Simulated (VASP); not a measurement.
# Density-of-states run of CoSi2

The run: density-of-states run of CoSi2 (Fm-3m, 3 atoms in the cell). Method and program: Kohn-Sham DFT of a periodic cell, optB86b-vdW, DFT+U, VASP PAW PBE potentials, gw, light, spin-polarised (VASP 6.6.1).

The structure derives from an entry of the Crystallography Open Database. It belongs to a series of runs on one base structure; here: volume scaled by 1.25.

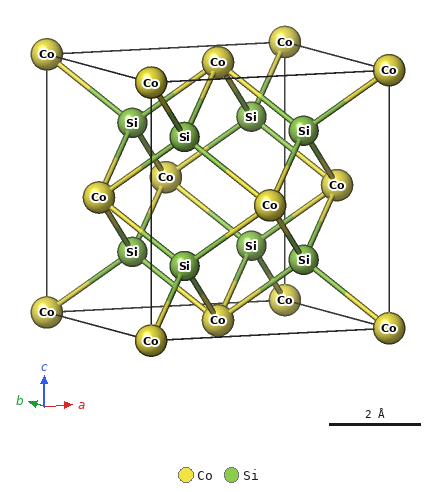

Fig. 1: The structure (ball-and-stick view of the cell 4 times as large as that of the calculation, set on its symmetry axes, seen slightly off an axis). Near neighbours in the crystal (not all of them lie inside the picture): Co has 8 Si at 2.50 Å; Si has 4 Co at 2.50 Å.

## INCAR
```
AGGAC = 0.000000
ENCUT = 550.000000
PARAM1 = 0.123400
PARAM2 = 1.000000
SIGMA = 0.050000
EDIFF = 1.00e-06
ALGO = Normal
GGA = MK
PREC = Accurate
ISIF = 2
ISMEAR = -5
ISPIN = 2
LDAUPRINT = 1
LDAUTYPE = 2
LMAXMIX = 4
LORBIT = 11
NELM = 150
MAGMOM = 3*0.0000
LASPH = .TRUE.
LCHARG = .FALSE.
LUSE_VDW = .TRUE.
LWAVE = .FALSE.
LREAL = .FALSE.
LDAU = .TRUE.
LDAUL = 2 -1
LDAUU = 2.000 0.000
LDAUJ = 0.500 0.000
```

## KPOINTS
```
KPOINTS created by Atomic Simulation Environment
0
Gamma
9 9 9
0 0 0
```

## POSCAR
```
CoSi2
1.0
    0.0000000000      2.8847880500      2.8847880500
    2.8847880500      0.0000000000      2.8847880500
    2.8847880500      2.8847880500      0.0000000000
Co Si
1 2
Direct
    0.0000000000      0.0000000000      0.0000000000
    0.7500000000      0.7500000000      0.7500000000
    0.2500000000      0.2500000000      0.2500000000
```

Launch command:
```bash
python run.py
```

## OSZICAR
```
N       E                     dE             d eps       ncg     rms          rms(c)
DAV:   1     0.977485175272E+02    0.97749E+02   -0.78400E+03  1800   0.139E+03
DAV:   2    -0.689502474220E+01   -0.10464E+03   -0.96735E+02  1824   0.303E+02
DAV:   3    -0.128951565227E+02   -0.60001E+01   -0.56653E+01  2540   0.792E+01
DAV:   4    -0.131684511931E+02   -0.27329E+00   -0.26948E+00  2448   0.152E+01
DAV:   5    -0.131798789084E+02   -0.11428E-01   -0.11290E-01  2640   0.325E+00    0.116E+01
DAV:   6    -0.179698237184E+02   -0.47899E+01   -0.38512E+01  2556   0.145E+02    0.231E+01
DAV:   7    -0.121616591407E+02    0.58082E+01   -0.16285E+01  2612   0.113E+02    0.206E+00
DAV:   8    -0.121669927953E+02   -0.53337E-02   -0.94813E-01  2532   0.106E+01    0.175E+00
DAV:   9    -0.121423849127E+02    0.24608E-01   -0.12752E-01  2400   0.781E+00    0.525E-01
DAV:  10    -0.121421611117E+02    0.22380E-03   -0.74656E-03  2784   0.147E+00    0.126E-01
DAV:  11    -0.121422279725E+02   -0.66861E-04   -0.51664E-04  2804   0.367E-01    0.609E-02
DAV:  12    -0.121422708918E+02   -0.42919E-04   -0.50069E-05  2200   0.677E-02    0.335E-02
DAV:  13    -0.121422637292E+02    0.71626E-05   -0.83051E-06  2144   0.404E-02    0.118E-02
DAV:  14    -0.121422460625E+02    0.17667E-04   -0.93141E-06  2724   0.448E-02    0.630E-03
DAV:  15    -0.121422462520E+02   -0.18955E-06   -0.33674E-07  1364   0.603E-03
   1 F= -.12142246E+02 E0= -.12142246E+02  d E =0.000000E+00  mag=    -0.0000
```

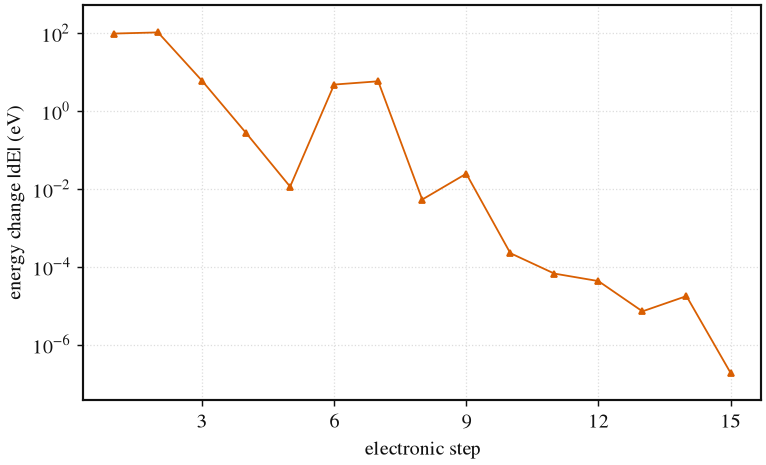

Fig. 2: Convergence of the self-consistent field: energy change |dE| against the electronic step. It takes 15 electronic steps. The density is held fixed in the first few steps, and dE rises again when its update begins.

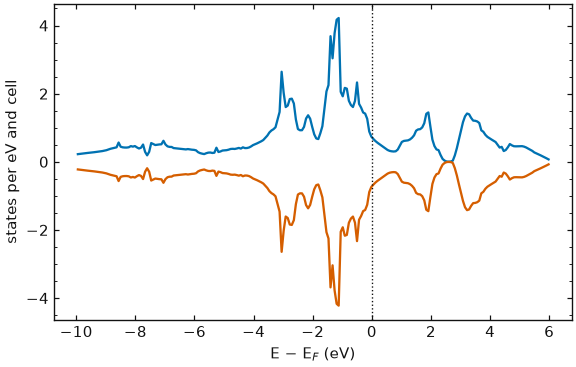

Fig. 3: Density of states from the levels on the mesh of the run, whose fine structure reflects that mesh, with energies from the Fermi level of the run (spin down drawn downwards). At the top of the window the curve may fall because the computed bands end.

## Key numbers

- outcome: converged
- space group (tolerance 0.01 Å): Fm-3m (225)
- electrons treated: 17
- free energy: −12.1422 eV
- Fermi energy of the self-consistent step: 5.741 eV
- gap on the k-point mesh: none (metallic)
- net moment of the cell: 0.00 μB
- pressure: −23.55 GPa
- largest force (length of the vector): under 0.001 eV/Å
- hardware: 1 thread of Intel Xeon @ 2.50GHz (Skylake/Cascade Lake), 64 GiB of memory available, shared host
- wall time: 1.8 min
- peak memory: 0.43 GiB

## Remarks

The cell is under a tension of 24 GPa at this level, so it is not at its equilibrium volume.
